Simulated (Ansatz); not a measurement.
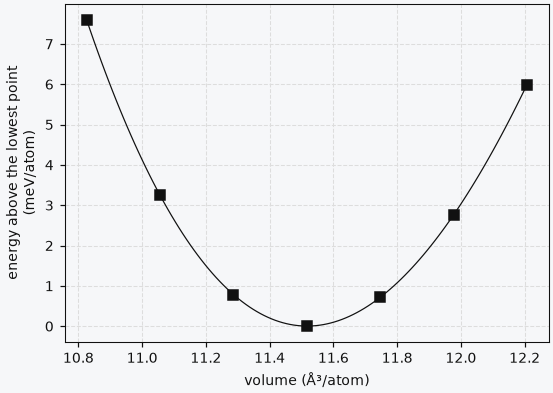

The picture above shows the energy above the lowest point against volume for LiO₃, space group Pm-3m (No. 221) (one of a set of cubic test structures, which need not be the stable phase).

Method: equation of state of a cubic crystal from periodic Kohn-Sham density functional theory without spin, third-order Birch-Murnaghan fit to the free energies; pressure corrected for the finite basis (Ansatz 0.2.0 development build). Level: PBE.

| setting | value |
| --- | --- |
| structure type | ReO3 |
| atoms in cell | 4 |
| space group number | 221 |
| lattice centring | simple cubic |
| k mesh | 10×10×10 |
| occupation method | Fermi–Dirac |
| occupation width | 0.06123 eV |
| wave cutoff | 420 eV |
| datasets | soft-1 PAW |
| density tolerance | 1e−07 eV |
| bands | 15 |
| density cutoff ratio | 4 |
| search for lower states | default |

Question: How stiff is the solid, and where is its volume at rest?

Answer: A third-order Birch–Murnaghan fit gives V0 = 11.52 Å³/atom, B0 = 52 GPa and B′ = 4.8.

Caveats: cubic model structure, not the ambient form; modest k-mesh, values are not fully converged in k; no spin polarisation, a magnetic state may lie lower.
